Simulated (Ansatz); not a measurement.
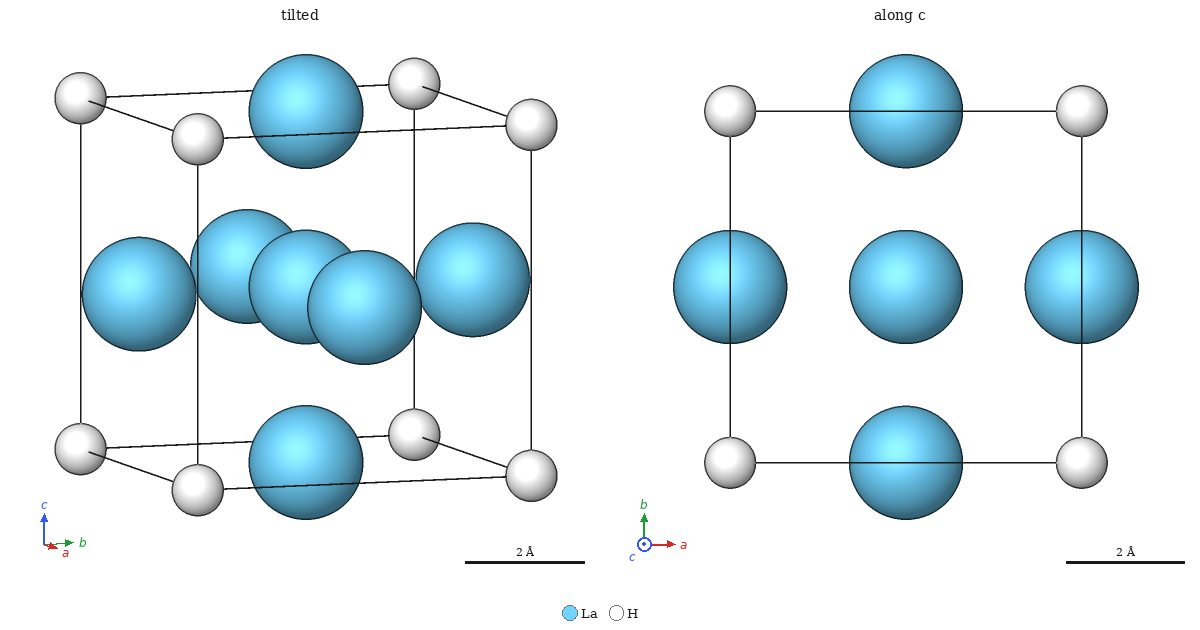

Structure drawing (spheres-only), viewed slightly off an axis and along the c axis. The parallelepiped is the conventional unit cell. Cell: a = 5.97 Å, b = 5.97 Å, c = 5.97 Å, α = 90.00°, β = 90.00°, γ = 90.00°.

The structure was taken from a structure type filled with these elements by a generator (whether the compound takes this form wasn't checked). Earlier steps of the study may have refined or changed the cell and positions. Ansatz was used for an electronic-structure calculation on it.

### Explain the picture.

Its composition is La4H. Its lattice is primitive cubic, its space group Pm-3m (No. 221). Content of the cell: 4 La, 1 H (Z = 1).

Setup: DFT PBE, scalar-relativistic, plane waves, PAW (Ansatz); 420 eV cutoff, k-point mesh 6×6×6, Gaussian smearing of 0.1 eV, no spin polarisation.

### What is the band gap, if any?

A metal: bands cross the Fermi level.

### Give the Bader charge of each element.

La -1.12 to +0.56 e; H -0.58 e.

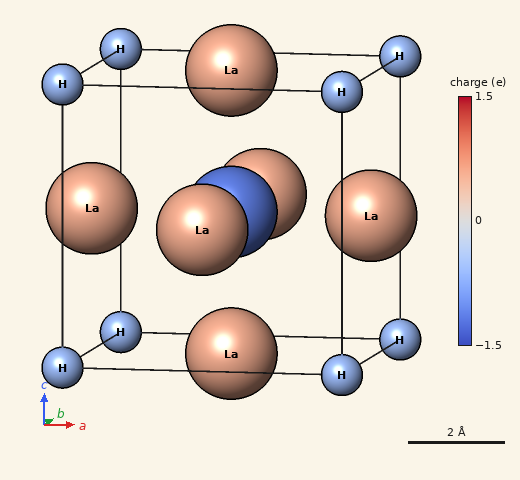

The atoms coloured by those charges. The run's cell of 5 atoms is drawn.

### Is this the optimised geometry for these settings?

Yes. All forces vanish to within 0.01 eV/Å. The pressure is 0.0 GPa, close to zero.
